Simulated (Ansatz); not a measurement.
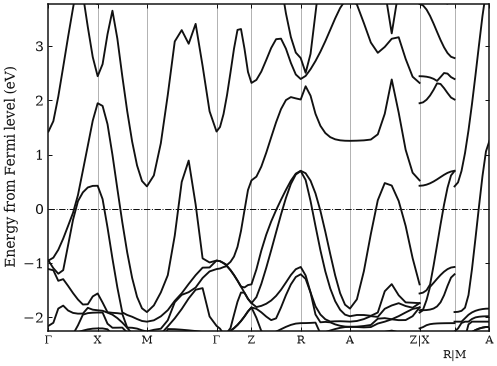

Band structure. Energies are counted from the Fermi level.

Question: Which system does the plot belong to?
A. CdTe, space group F-43m (No. 216), 2 atoms in the cell, zincblende type; PBE
B. GaCuSe₂, space group P4/mmm, 4 atoms in the cell; PBE
C. KCl, space group I-4m2 (No. 119), 2 atoms in the cell, zincblende type, epitaxial (xy) strain −2.3%; HSE06

Answer: B. A metal: 3 bands cross the Fermi level along this path. At Z the nearest levels lie 1.39 eV below and 0.52 eV above the Fermi level. A primitive tetragonal lattice: the path Γ–X–M–Γ–Z–R–A–Z|X–R|M–A runs through the special points of its Brillouin zone. A primitive tetragonal lattice: the path Γ–X–M–Γ–Z–R–A–Z|X–R|M–A runs through the special points of its Brillouin zone.

Level of theory: DFT, PBE, plane waves, PAW, no spin polarisation, 8×8×6 k mesh, 420 eV cutoff, Fermi-Dirac smearing of 0.02 eV; code Ansatz 0.2.0.
